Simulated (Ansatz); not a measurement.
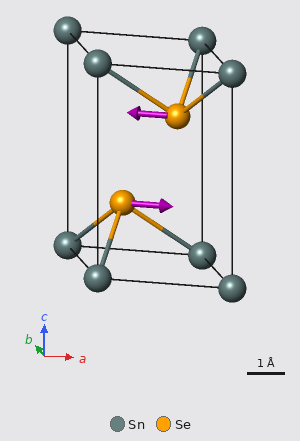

One vibrational mode of crystalline SnSe$_{2}$ at the zone centre. The purple arrows give the relative displacements of the atoms. A ball-and-stick model of the cell of the calculation, seen slightly off an axis.

Theory: DFT PBE+D3(BJ), scalar-relativistic, plane waves, PAW in Ansatz.

Input file:
```yaml
crystal:
  lattice:
    - [3.8390485965, 0.0, 0.0]
    - [-1.9195242983, 3.324713611, 0.0]
    - [0.0, 0.0, 6.0116311009]
  atoms:
    - { symbol: Sn, position: [0.0, 0.0, 0.0] }
    - { symbol: Se, position: [0.3333333333, 0.6666666667, 0.2651529964] }
    - { symbol: Se, position: [0.6666666667, 0.3333333333, 0.7348470036] }
basis:
  ecutwfc: 420
kpoints:
  mp_grid: { grid: [12, 12, 6] }
hamiltonian:
  xc: pbe
  dispersion: d3bj
scf:
  occupations: { method: gaussian, width: 0.03 }
output:
  eigenvalues: true
phonons:
  method: fd
  supercell: [1, 1, 1]
  amplitude: 0.02
  eigenvectors: true
  dielectric: false
```

Command:
```bash
ansatz run input.yaml --threads 2 --pin off --max-ram 5120MiB --backend cpu --events-out ev --progress --plain --runs-dir out
```

Frequencies are those without the non-analytic (LO–TO) term.

Q: Describe the mode and give its frequency.

A: This is the E_g mode (doubly degenerate; one member of the set is drawn) at 3.69 THz, the lowest optical level, Raman-active by symmetry. The Sn atoms stay at rest; all motion is along a; atoms of one kind move against one another, with no net shift of their sublattice.
